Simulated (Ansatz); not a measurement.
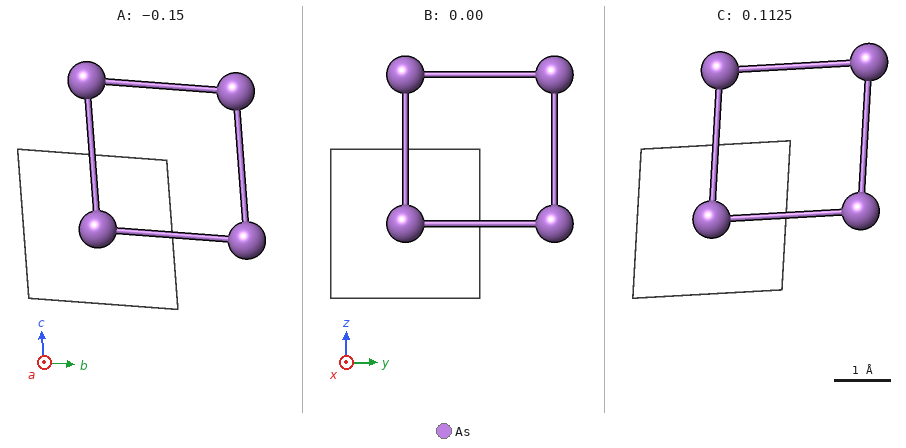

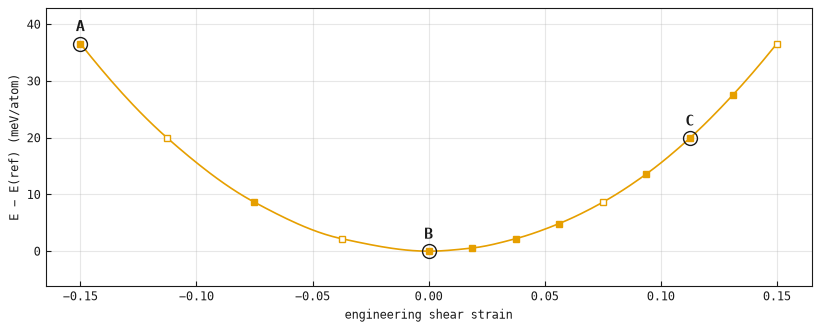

Energy scan for solid As (Pm-3m), in which the cell is strained in shear in the yz plane, with the atoms kept at their fractional coordinates. x, y and z are the Cartesian axes of the input. The lettered frames are marked on the plot. Hollow markers are points alike by symmetry, not computed again. The picture is a ball-and-stick view of the cell of the calculation, repeated 2 × 2 × 2 with one cell outlined, seen along the a axis.

Level of theory: DFT LDA, scalar-relativistic, plane waves, PAW in Ansatz 0.2.0. Set-up: plane-wave cutoff 420 eV; k-point mesh 18 × 18 × 18; occupations gaussian; smearing width 0.15 eV; no spin polarisation. Energies (free energies at the smearing named) are counted from the cell as listed in its source, which wasn't relaxed.

Describe the profile.

Of the computed points the lowest is at the strain 0.00, 0.0 meV/atom. At the ends of the scan the energy is 36.6 meV/atom (−0.15) and 36.6 meV/atom (0.15). The unrelaxed reference is under a pressure of −2.7 GPa. The distortion takes the space group from Pm-3m to Cmmm. At the strain −0.15 the cell of the drawing goes b 2.704 → 2.711 Å, c 2.704 → 2.711 Å, α 90.0° → 98.6°.
